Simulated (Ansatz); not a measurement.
CuO: single-point calculation

The run: single-point calculation of CuO (4 atoms in the cell). Method and program: DFT r2SCAN, scalar-relativistic, plane waves, PAW, spin-polarised (Ansatz 0.2.0).

The structure derives from a Materials Project entry. Figures and captions count atoms from 1; the log counts them from 0 in places.

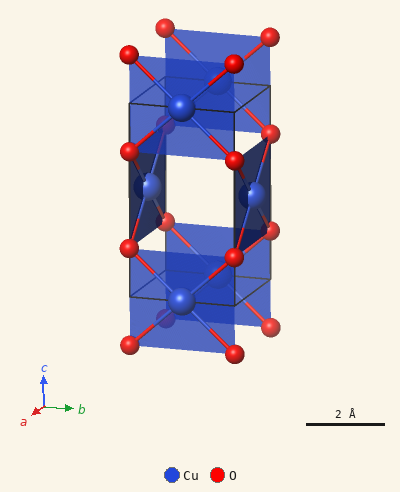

Figure 1. The input geometry (polyhedral view of the cell of the calculation, seen slightly off an axis; polyhedra are completed across the faces of the cell). An atom can appear more than once, as a periodic image.

## The input
```yaml
crystal:
  lattice:
    - [2.8795009639, 0.0, 0.0]
    - [0.039072758, 2.8792794796, 0.0]
    - [0.0174953863, 0.0172449008, 5.1763391994]
  atoms:
    - { symbol: Cu, position: [0.5, 0.0, 0.5], spin: -0.61 }
    - { symbol: Cu, position: [0.0, 0.5, 0.0], spin: 0.61 }
    - { symbol: O, position: [0.00157603, 0.99832822, 0.2501129] }
    - { symbol: O, position: [0.99842397, 0.00167178, 0.7498871] }
basis:
  ecutwfc: 500
kpoints:
  mp_grid: { grid: [14, 14, 8] }
hamiltonian:
  xc: r2scan
scf:
  occupations: { method: gaussian, width: 0.1 }
output:
  forces: true
  stress: true
  eigenvalues: true
  populations: true
  write_density: true
  write_potential: true
  elf: true
  volumetric_format: npy
magnetization:
  spin_polarized: true
```

Command:
```bash
ansatz run input.yaml --threads 1 --pin off --max-ram 2560MiB --backend cpu --events-out ev --progress --plain --runs-dir out
```

## What the program printed
```
Engine: ansatz 0.2.0, x86_64-unknown-linux-gnu
Pseudopotentials: kind: paw
Pseudopotential: Cu, paw, valence charge 19, recommended cutoff 500 eV (meta_gga), Cu.paw.azcp
Pseudopotential: O, paw, valence charge 6, recommended cutoff 500 eV (meta_gga), O.paw.azcp
Functional definition: r2SCAN
  parameter k0 = 0.174
  parameter k1 = 0.065
  parameter a1 = 4.9479
  exchange = r2scan_x(k0 = k0, k1 = k1, a1 = a1)
  correlation = r2scan_c
Crystal: 4 atoms, lattice volume = 42.916 Å³
Basis set: ecut = 500 eV, 1087 PW (Γ), exchange–correlation on 96×96×160 points (64 copies of the dense FFT grid, shifted against one another)
Bands: 31, of which v1, the nominal top of the filled ones, is band 25 counted from 1 (24 counted from 0)
Symmetry: 2 space group operations
Space group: P-1 (ITA 2), of the structure as read, at distance tolerance 3.5e-5 Å
Magnetic group: BNS 2.4 (UNI 4), of the structure as read, at distance tolerance 3.5e-5 Å
k-points: 788 of 1568
Non-local potential: Cu, projectors of the file, l = 0: 3, l = 1: 2, l = 2: 3, l = 3: 1
Non-local potential: O, projectors of the file, l = 0: 2, l = 1: 2, l = 2: 1
PAW form: soft (Blöchl's): semilocal exchange-correlation on the pseudo side does not see the compensation charge
PAW frozen core: Cu, regenerated for the run's functional (the file was generated under x = pbe(κ = 0.804, μ = 0.2195149727645171), c = pbe(β = 0.06672455060314922))
PAW frozen core: O, regenerated for the run's functional (the file was generated under x = pbe(κ = 0.804, μ = 0.2195149727645171), c = pbe(β = 0.06672455060314922))
PAW one-centre angular grid: Cu, 590 points (default); XC on 160 Gauss nodes
PAW one-centre angular grid: O, 302 points (default); XC on 160 Gauss nodes
Initial density: superposition of atomic densities (chi_scale 0.1, normalization cell, long waves kept (reshape's long-wave potential 0.00 eV rms))
Starting moments: Σ|m| = 1.22 μB on 2 of 4 sites
Starting magnetic order: compensated ferrimagnet; no operation exchanges its spin sublattices
Initial wavefunctions: pseudopotential atomic-orbital guess
Functional: x = r2scan, c = r2scan; τ floored in thin density (d = 2e-4 eV/Å³)
iter 1 solved again at ethr=8.36e-4 eV; its pass at ethr=3.10e-3 eV (dr2=4.18e-1 eV) is discarded
SCF iter   1: F=—  HF=-14396.628296 eV  |F-HF|=—  |Δ(HF+E_count)|=         —  Δρ=4.91e-2 (↑4.87e-2 ↓4.91e-2)  dr2=4.20e-1  dr2_τ=2.26e-2  dr2_m=6.50e-1  M=-0.000 μB ∫|m|=0.494 μB  β_m=0.30  ethr=8.36e-4  ⟨swp⟩=1.8  Hψ=229919  notcnv=0
preconditioner: auto → Kerker (q_TF=auto, 2.799 Å⁻¹)  [metal: Δε(μ)=0.000 eV  Ē_g=13.269 eV  σ=0.100 eV  W_gap=0.00  n_scr=16 (ndim 8)  ℏωp=33.1 eV  f_vac=0.003  D(μ)=1.96/eV (n_scr^D=16)]
spin=Collinear: Kerker preconditioning applied to the charge; magnetization (m = ρ↑ − ρ↓) channel mixes plain (no charge-response kernel on spin).
SCF iter   2: F=—  HF=-14396.925936 eV  |F-HF|=—  |Δ(HF+E_count)|=   2.98e-1  Δρ=3.26e-2 (↑3.26e-2 ↓3.24e-2)  dr2=2.17e-1  dr2_τ=7.33e-3  dr2_m=2.41e-1  M=0.001 μB ∫|m|=0.581 μB  β_m=0.30  ethr=8.36e-4  ⟨swp⟩=2.0  Hψ=72542  notcnv=0  defer=2  κ⁻¹=1.0e0(r=1)
spin-set hold released at iteration 2 (site moments show no strong build): the magnetisation degrees of freedom join the quasi-Newton model from the next iteration; the mixer history was kept
SCF iter   3: F=—  HF=-14397.092932 eV  |F-HF|=—  |Δ(HF+E_count)|=   1.67e-1  Δρ=2.34e-2 (↑2.32e-2 ↓2.34e-2)  dr2=1.56e-1  dr2_τ=3.93e-3  dr2_m=9.78e-2  M=0.001 μB ∫|m|=0.633 μB  β_m=0.30  ethr=4.34e-4  ⟨swp⟩=2.0  Hψ=66011  notcnv=0  defer=282  κ⁻¹=6.9e-2(r=2)
SCF iter   4: F=—  HF=-14397.327106 eV  |F-HF|=—  |Δ(HF+E_count)|=   2.34e-1  Δρ=1.33e-2 (↑1.12e-2 ↓1.33e-2)  dr2=7.41e-2  dr2_τ=7.91e-4  dr2_m=2.65e-2  M=0.005 μB ∫|m|=0.829 μB  β_m=0.30  ethr=3.12e-4  ⟨swp⟩=2.0  Hψ=75841  notcnv=0  defer=282  κ⁻¹=4.6e-3(r=3)
SCF iter   5: F=—  HF=-14397.339290 eV  |F-HF|=—  |Δ(HF+E_count)|=   1.22e-2  Δρ=1.24e-2 (↑1.24e-2 ↓1.07e-2)  dr2=5.42e-2  dr2_τ=7.12e-4  dr2_m=2.78e-2  M=0.000 μB ∫|m|=0.897 μB  β_m=0.30  ethr=1.48e-4  ⟨swp⟩=1.1  Hψ=57065  notcnv=0  defer=1455  κ⁻¹=2.2e-3(r=4)
SCF iter   6: F=—  HF=-14397.356079 eV  |F-HF|=—  |Δ(HF+E_count)|=   1.68e-2  Δρ=1.11e-2 (↑1.00e-2 ↓1.11e-2)  dr2=3.57e-2  dr2_τ=6.14e-4  dr2_m=2.59e-2  M=0.004 μB ∫|m|=0.999 μB  β_m=0.30  ethr=1.08e-4  ⟨swp⟩=1.3  Hψ=48082  notcnv=0  defer=1527  κ⁻¹=1.3e-3(r=5)
SCF iter   7: F=—  HF=-14397.433897 eV  |F-HF|=—  |Δ(HF+E_count)|=   7.78e-2  Δρ=5.29e-3 (↑5.29e-3 ↓5.27e-3)  dr2=6.90e-3  dr2_τ=2.92e-4  dr2_m=5.42e-3  M=0.003 μB ∫|m|=1.391 μB  β_m=0.54  ethr=7.13e-5  ⟨swp⟩=2.0  Hψ=84682  notcnv=0  defer=1954  κ⁻¹=4.9e-4(r=6)
SCF iter   8: F=—  HF=-14397.453212 eV  |F-HF|=—  |Δ(HF+E_count)|=   1.93e-2  Δρ=3.21e-3 (↑3.17e-3 ↓3.21e-3)  dr2=1.87e-3  dr2_τ=2.61e-5  dr2_m=2.87e-3  M=0.002 μB ∫|m|=1.482 μB  β_m=0.36  ethr=1.38e-5  ⟨swp⟩=2.0  Hψ=99695  notcnv=0  defer=2052  κ⁻¹=1.4e-4(r=7)
SCF iter   9: F=—  HF=-14397.457110 eV  |F-HF|=—  |Δ(HF+E_count)|=   3.90e-3  Δρ=8.84e-4 (↑8.84e-4 ↓8.76e-4)  dr2=5.97e-4  dr2_τ=6.44e-6  dr2_m=2.53e-5  M=0.001 μB ∫|m|=1.531 μB  β_m=0.30  ethr=3.75e-6  ⟨swp⟩=2.0  Hψ=87368  notcnv=0  defer=2052  κ⁻¹=1.0e-4(r=8)
SCF iter  10: F=—  HF=-14397.457159 eV  |F-HF|=—  |Δ(HF+E_count)|=   4.86e-5  Δρ=3.26e-4 (↑3.18e-4 ↓3.26e-4)  dr2=8.05e-5  dr2_τ=1.03e-6  dr2_m=1.45e-5  M=0.001 μB ∫|m|=1.546 μB  β_m=0.30  ethr=1.19e-6  ⟨swp⟩=2.0  Hψ=66757  notcnv=0  defer=2052  κ⁻¹=4.9e-5(r=8)
SCF iter  11: F=—  HF=-14397.457152 eV  |F-HF|=—  |Δ(HF+E_count)|=   6.76e-6  Δρ=8.01e-4 (↑7.76e-4 ↓8.01e-4)  dr2=3.28e-5  dr2_τ=1.47e-6  dr2_m=2.30e-4  M=0.000 μB ∫|m|=1.555 μB  β_m=1.20  ethr=1.61e-7  ⟨swp⟩=2.0  Hψ=73441  notcnv=0  defer=2052  κ⁻¹=3.1e-5(r=8)
SCF iter  12: F=—  HF=-14397.457305 eV  |F-HF|=—  |Δ(HF+E_count)|=   1.53e-4  Δρ=2.26e-4 (↑2.26e-4 ↓2.19e-4)  dr2=2.28e-5  dr2_τ=2.14e-7  dr2_m=1.50e-5  M=0.000 μB ∫|m|=1.543 μB  β_m=0.95  ethr=6.57e-8  ⟨swp⟩=2.0  Hψ=86171  notcnv=0  defer=2052  κ⁻¹=6.9e-5(r=8)
SCF iter  13: F=—  HF=-14397.457312 eV  |F-HF|=—  |Δ(HF+E_count)|=   6.84e-6  Δρ=1.69e-4 (↑1.65e-4 ↓1.69e-4)  dr2=4.67e-6  dr2_τ=8.49e-8  dr2_m=9.54e-6  M=0.000 μB ∫|m|=1.548 μB  β_m=0.30  ethr=4.56e-8  ⟨swp⟩=2.0  Hψ=85337  notcnv=0  defer=2052  κ⁻¹=3.1e-5(r=8)
SCF iter  14: F=—  HF=-14397.457317 eV  |F-HF|=—  |Δ(HF+E_count)|=   5.27e-6  Δρ=5.46e-5 (↑5.46e-5 ↓4.66e-5)  dr2=3.06e-7  dr2_τ=9.24e-9  dr2_m=8.50e-7  M=0.000 μB ∫|m|=1.546 μB  β_m=0.70  ethr=9.35e-9  ⟨swp⟩=2.0  Hψ=73504  notcnv=0  defer=2052  κ⁻¹=2.9e-6(r=8)
SCF iter  15: F=—  HF=-14397.457318 eV  |F-HF|=—  |Δ(HF+E_count)|=   8.24e-7  Δρ=6.24e-5 (↑6.24e-5 ↓5.46e-5)  dr2=4.63e-7  dr2_τ=9.52e-9  dr2_m=1.18e-6  M=0.000 μB ∫|m|=1.546 μB  β_m=1.20  ethr=6.12e-10  ⟨swp⟩=2.0  Hψ=84522  notcnv=0  defer=2052  κ⁻¹=6.0e-6(r=8)
SCF iter  16: F=—  HF=-14397.457320 eV  |F-HF|=—  |Δ(HF+E_count)|=   1.72e-6  Δρ=1.87e-5 (↑1.87e-5 ↓1.75e-5)  dr2=3.19e-7  dr2_τ=1.36e-9  dr2_m=1.02e-8  M=0.000 μB ∫|m|=1.545 μB  β_m=1.20  ethr=6.12e-10  ⟨swp⟩=2.0  Hψ=85697  notcnv=0  defer=2052  κ⁻¹=4.7e-6(r=8)
SCF iter  17: F=—  HF=-14397.457320 eV  |F-HF|=—  |Δ(HF+E_count)|=   1.00e-7  Δρ=1.20e-5 (↑1.20e-5 ↓1.19e-5)  dr2=1.50e-7  dr2_τ=5.54e-10  dr2_m=4.95e-9  M=0.000 μB ∫|m|=1.545 μB  β_m=1.20  ethr=6.12e-10  ⟨swp⟩=1.0  Hψ=46663  notcnv=0  defer=2052  κ⁻¹=4.8e-6(r=8)
SCF iter  18: F=-14397.457320 eV  HF=-14397.457320 eV  |F-HF|=1.49e-8  |Δ(HF+E_count)|=   3.50e-9  Δρ=3.93e-6 (↑3.93e-6 ↓3.24e-6)  dr2=1.00e-8  dr2_τ=1.29e-10  dr2_m=9.67e-10  M=0.000 μB ∫|m|=1.545 μB  ethr=2.00e-10  ⟨swp⟩=10.9  Hψ=294441  notcnv=0
SCF 1 converged in 18 iterations: F = -14397.457320 eV  dr2 = 1.00e-8
  greatest PAW one-centre occupation: 1.000 electrons in one spin orbital (limit 2), on the Cu atom at site 1 (counted from 0), in its partial waves of l = 0
```

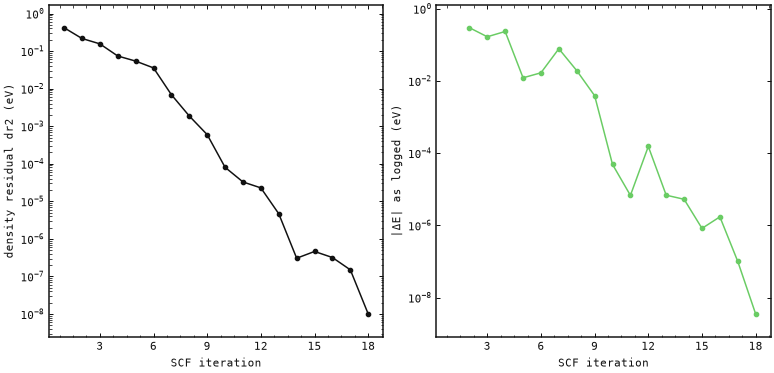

Figure 2. Convergence of the self-consistent field: density residual dr2 and size of the energy change against the SCF iteration. The residual falls almost steadily, with no more than small rises.

```
this state was not tested for a lower state beside it, because the mixer in use, unlike msr1, does not test its closes by its own steps (another_mixer; see scf.mixing.algorithm and scf.lower_state_search)
SCF converged after 18 iterations
Magnetization: 0.0004 μB (25.0002 up, 24.9998 down)
Absolute magnetization: 1.5344 μB (∫|ρ↑−ρ↓|, with the PAW one-centre terms)
Spin contamination: 0.8255 ħ² per cell (⟨S²⟩ above its minimum at these occupations)
Per-site moments (μB) at R_I (Å): [(-0.5569019610475106, 0.7983571883277322), (0.5570611391743258, 0.7986000271989621), (0.00023454213424457912, 0.7983571883277322), (0.0002345421342447211, 0.7983571883277323)]
Free energy (F): -14397.457320 eV
Harris-Foulkes:  -14397.457320 eV  (|F-HF|=1.49e-8)
Internal energy: -14397.454753 eV  (E = F + TS)
E sigma→0 (E₀):  -14397.456036 eV
Entropy (-TS):   -0.002567 eV (-0.642 meV/atom)
Fermi energy:    11.256046 eV
--- Per-component energies (eV) ---
  E_band       = -976.726312
  E_kinetic    = 943.474032
  E_local      = -10033.497937  (includes V_loc(G=0)·N_el)
  E_nonlocal   = 879.792314
  E_hartree    = 4347.462721
  E_xc         = -312.030989
  E_vxc        = -456.028569  (∫ρ·V_xc dr)
  E_paw        = -3666.292956  (= ΣΔE_a)
  E_vpaw       = -1035.812976  (= ΣTr[D̂ρ^β])
  E_aug_tail   = 0.002356  (compensation charges beyond the density's cutoff)
  E_vtau       = 30.424450  (kinetic-family band-sum trace: ∫τ·v_τ [+ j·A + Jᵃ·Aᵃ] dr)
  E_ewald      = -6555.698196
  E_core_change = -0.666098  (= ΣΔE_core)
  E_smearing   = -0.002567  (= −TS)
  E_closure    = -0.000000  (closes the sum)
  Σ components = -14397.457320   (vs F -14397.457320, Δ=0.00e0)
--- Forces (eV/Å), atoms counted from 1 ---
  atom   1  Cu     0.00000000     0.00000000     0.00000000
  atom   2  Cu     0.00000000     0.00000000     0.00000000
  atom   3  O     -0.00205600     0.00359252    -0.01335097
  atom   4  O      0.00205600    -0.00359252     0.01335097
  max |Σ_I F_I| component: 0.00e0 eV/Å
--- Stress (GPa, compression-positive) ---
       -0.062135      -0.028332       0.004499
       -0.028330      -0.125763       0.019576
        0.004495       0.019572      -0.350847
  P = ⅓ Tr σ = -0.1796 GPa (-1.796 kbar)
--- Band table (eV; the first three rows and the last of 1576) ---
  k-point 0 ↑: bands = ["-106.3402", "-105.2892", "-62.4528", "-62.4266", "-61.5231", "-61.2068", "-61.0997", "-61.0709", "-9.7481", "-8.4432", "2.6501", "4.8420", "5.9572", "6.9151", "7.3561", "7.6261", "7.6908", "7.9109", "8.1345", "8.3083", "8.3267", "8.4976", "8.5969", "8.6552", "11.2948", "12.7097", "12.9933", "17.9025", "19.0809", "25.4380", "26.6074"]
  k-point 1 ↑: bands = ["-106.3402", "-105.2892", "-62.4528", "-62.4266", "-61.5231", "-61.2068", "-61.0997", "-61.0709", "-9.7064", "-8.5034", "2.8047", "4.8460", "5.9773", "6.8919", "7.2408", "7.4872", "7.6256", "7.6703", "8.1350", "8.4422", "8.5238", "8.5765", "8.5955", "8.6256", "11.2158", "12.6471", "13.2163", "17.3871", "19.7206", "25.4846", "26.6741"]
  k-point 2 ↑: bands = ["-106.3402", "-105.2892", "-62.4528", "-62.4266", "-61.5231", "-61.2068", "-61.0997", "-61.0709", "-9.5848", "-8.6690", "3.2483", "4.8559", "6.0321", "6.5055", "7.0808", "7.2737", "7.3555", "7.5983", "8.1362", "8.3705", "8.5380", "8.5971", "8.9124", "8.9567", "10.9982", "12.4874", "13.7610", "16.6220", "20.8400", "25.6268", "25.8905"]
  k-point 787 ↓: bands = ["-106.3399", "-105.2865", "-62.4671", "-62.4255", "-61.5342", "-61.2175", "-61.1124", "-61.0668", "-8.3217", "-8.2986", "4.9429", "5.0012", "5.0783", "5.1713", "5.1982", "5.7492", "7.5798", "7.9986", "8.1592", "8.3332", "8.7947", "9.0342", "9.1791", "9.7871", "9.8051", "11.7437", "15.3856", "15.5344", "22.6559", "22.8124", "23.2750"]
--- Löwdin populations: 4 sites ---
  site symbol       q [e]    m [muB]
     0     Cu     17.9035    -0.4877
     1     Cu     17.9041     0.4878
     2      O      6.9768     0.0002
     3      O      6.9768     0.0002
  spilling = 0.004776 (of n_electrons = 50.000000)
```

## File populations.tsv
```
# site	symbol	l	j	q_up	q_dn
# orbitals = lowdin
# n_electrons = 50.000000
# spilling = 0.004776
0	Cu	0_3S	-	0.998575	0.998549
0	Cu	0_4S	-	0.301522	0.279089
0	Cu	1_3P	-	2.999276	2.999093
0	Cu	2_3D	-	4.408513	4.918846
1	Cu	0_3S	-	0.998551	0.998578
1	Cu	0_4S	-	0.279077	0.301595
1	Cu	1_3P	-	2.999094	2.999277
1	Cu	2_3D	-	4.919206	4.408722
2	O	0_2S	-	0.919055	0.919105
2	O	1_2P	-	2.569464	2.569205
3	O	0_2S	-	0.919055	0.919105
3	O	1_2P	-	2.569464	2.569205
```

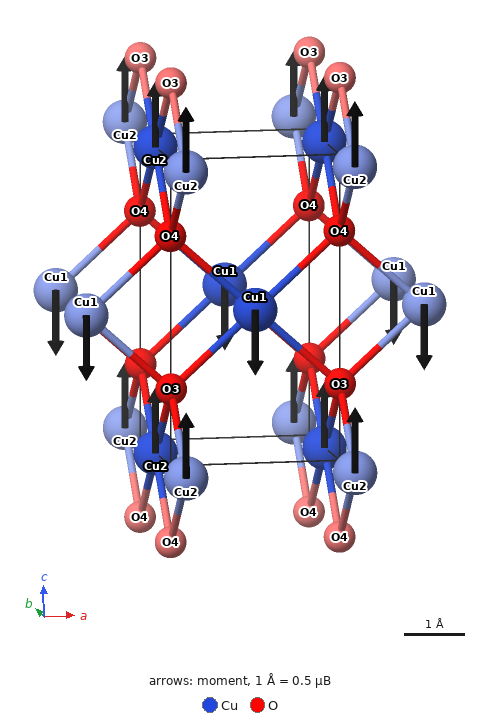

Figure 3. Magnetic moments of the sites as black arrows (ball-and-stick view of the cell of the calculation, seen slightly off an axis; neighbours outside the cell are drawn fainter; atoms are numbered from 1 in the order of the input); small moments hardly show. The run is collinear, so the axis drawn is arbitrary. Site moments: Cu2 (0.56 μB); Cu1 (−0.56 μB). They are counted near the atoms and needn't add up to the moment of the cell.

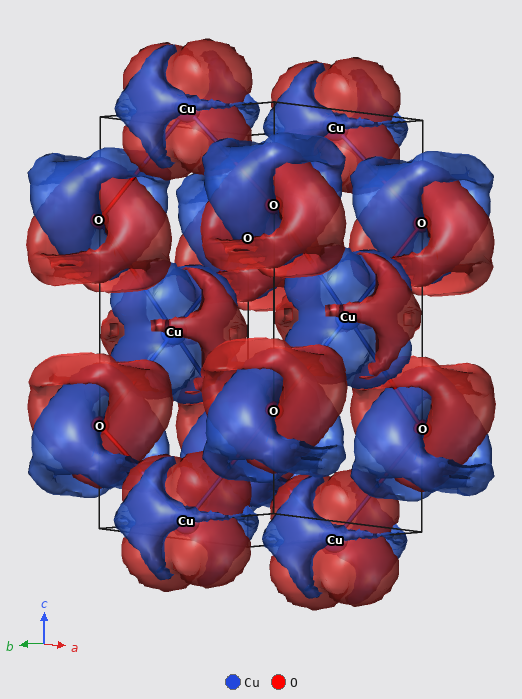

Figure 4. Isosurfaces of the spin density at +0.01 (red) and −0.01 e/Å³ (blue), seen at an oblique angle. Sticks mark near contacts. The outline is the cell set on symmetry axes of the magnetic structure. The cell of the calculation (4 atoms) carries 0.0 μB net. In a PAW calculation such maps are meaningful between the atoms, not at the nuclei.

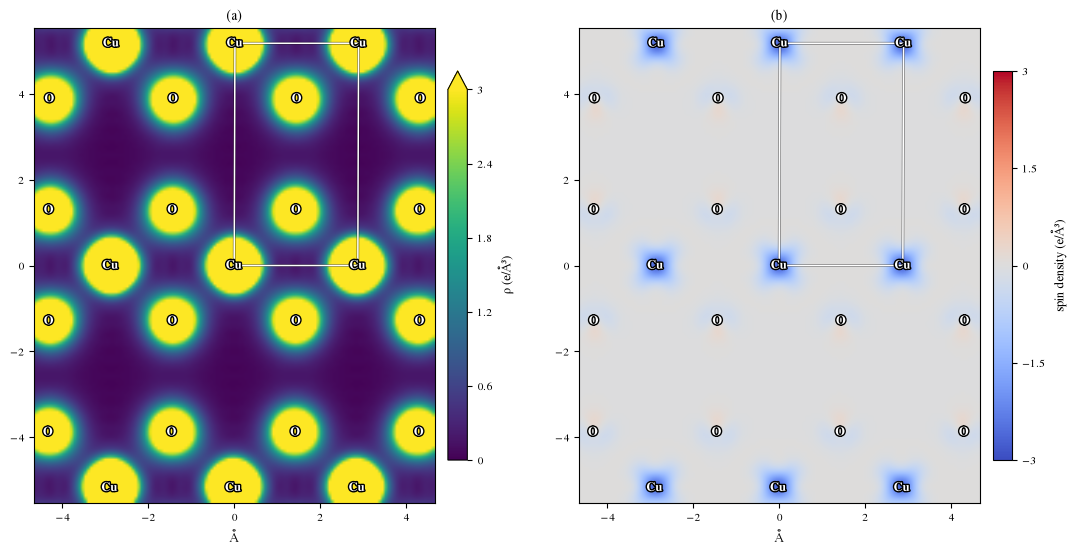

Figure 5. (a) valence pseudo-density; (b) spin density on the (010) plane of the conventional cell of the magnetic structure. The section cuts through Cu and O sites. Cu–O (1.94 Å): ρ at the midpoint is about 0.66 e/Å³. Away from the nuclei the density in this plane falls to 0.03 e/Å³ at its lowest. The cell of the calculation (4 atoms) carries 0.0 μB net.

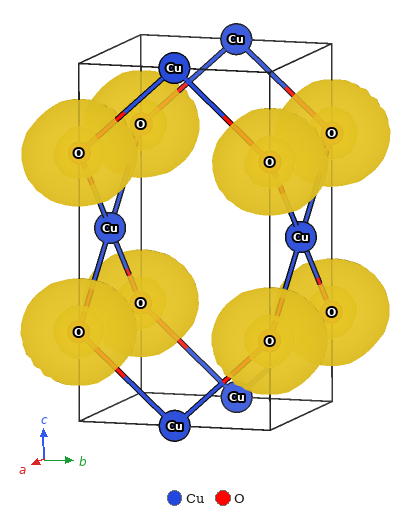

Figure 6. Isosurface of the ELF at 0.7 (yellow), seen slightly off an axis. Core shells and regions of very low density are left out. Sticks mark near contacts. The outline is the cell set on symmetry axes of the magnetic structure. Along the contacts the grid gives the following. Cu–O (1.94 Å): the ELF is about 0.20 at the midpoint (a polar contact without a shared pair, in a metal).

## Summary

- outcome: converged
- space group (tolerance 0.01 Å): C2/c (15)
- electrons treated: 50
- free energy: −14397.4573 eV
- Fermi energy: 11.256 eV
- gap on the k-point mesh: none (metallic)
- net moment of the cell: 0.00 μB
- integrated absolute moment: 1.53 μB
- pressure: −0.18 GPa
- largest force (length of the vector): 0.014 eV/Å
- hardware: 1 thread of Intel Xeon @ 2.50GHz (Skylake/Cascade Lake), 189 GiB of memory available, shared host
- wall time: 13 min
- peak memory: 1.9 GiB

## Notes

The electronic state found may not be the lowest one. The program warns: the state was not tested for a lower one.
